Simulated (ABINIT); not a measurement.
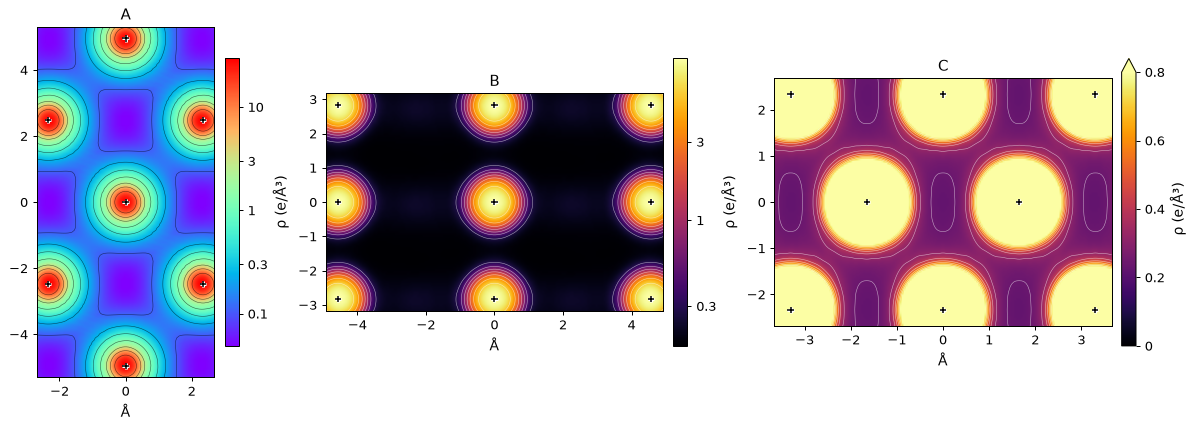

The valence charge density (pseudo) of 3 systems, each on a plane through atoms (crosses mark nuclei in the plane).

The calculation used ABINIT, Kohn-Sham DFT of a periodic cell, PBE, JTH PAW PBE v2.0.

System 1: Sn, the (11̄0) plane of the conventional cell. Space group Immm; a structure from a database of computed crystals, not necessarily the ambient phase.

```xyz
2
Lattice="3.4531 0.0000 0.0000 0.0000 3.5511 0.0000 0.0000 0.0000 4.6767" Properties=species:S:1:pos:R:3 pbc="T T T"
Sn    0.0000    0.0000    0.0000
Sn    1.7265    1.7755    2.3383
```

System 2: Ti, the (100) plane of the standardised cell. Space group P1; a structure from a database of computed crystals, not necessarily the ambient phase.

System 3: Ta, the (101) plane of the conventional cell. Space group Im-3m; computed pressure about 4 GPa in this cell.

```
Ta
1.0
     3.30256    0.00000    0.00000
     0.00000    3.30256    0.00000
     0.00000    0.00000    3.30256
Ta
2
Direct
  0.00000 0.00000 0.00000
  0.50000 0.50000 0.50000
```

Which map belongs to which system?

Panel A is system 1, Sn: the plane holds Sn. Sn–Sn (3.41 Å): ρ at the midpoint is about 0.13 e/Å³. Panel B is system 2, Ti: the plane holds Ti. Ti–Ti (2.83 Å): ρ is about 0.19 e/Å³ halfway. Panel C is system 3, Ta: the plane holds Ta. Ta–Ta (2.86 Å): the density is about 0.31 e/Å³ at the midpoint.
